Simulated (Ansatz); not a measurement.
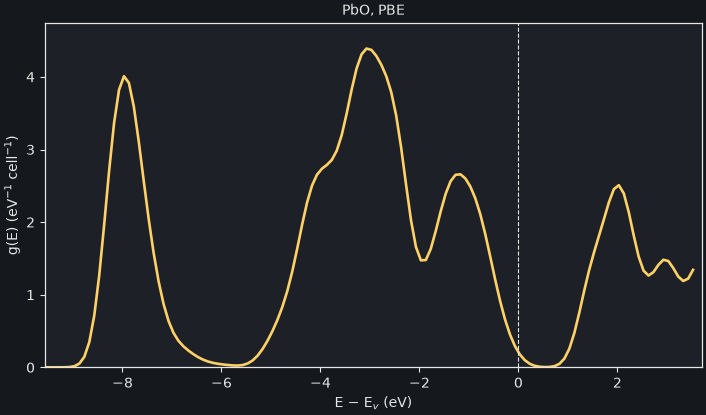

Density of states. Energies are counted from the top of the valence band. The DOS curve is built from the levels of the k mesh with Gaussians 0.55 eV wide, which also blur the band edges; ripples of that width can come from the mesh.

The material is PbO, space group P6_3/mmc (No. 194), 4 atoms in the cell, relaxed with r2SCAN; a = 4.260 Å, c = 5.277 Å (hexagonal axes).

Level of theory: PBE, Ansatz PAW set, no spin polarisation, no spin-orbit coupling, 12×12×6 k mesh, 420 eV cutoff, Fermi-Dirac smearing of 0.02 eV; code Ansatz 0.2.0.

Is there a gap at the Fermi level, and how wide?

There is a gap; over the k points computed it is 1.28 eV (direct to within 0.02 eV).

Spin-orbit coupling is left out, which matters for Pb. The usual form of PbO is litharge (tetragonal).
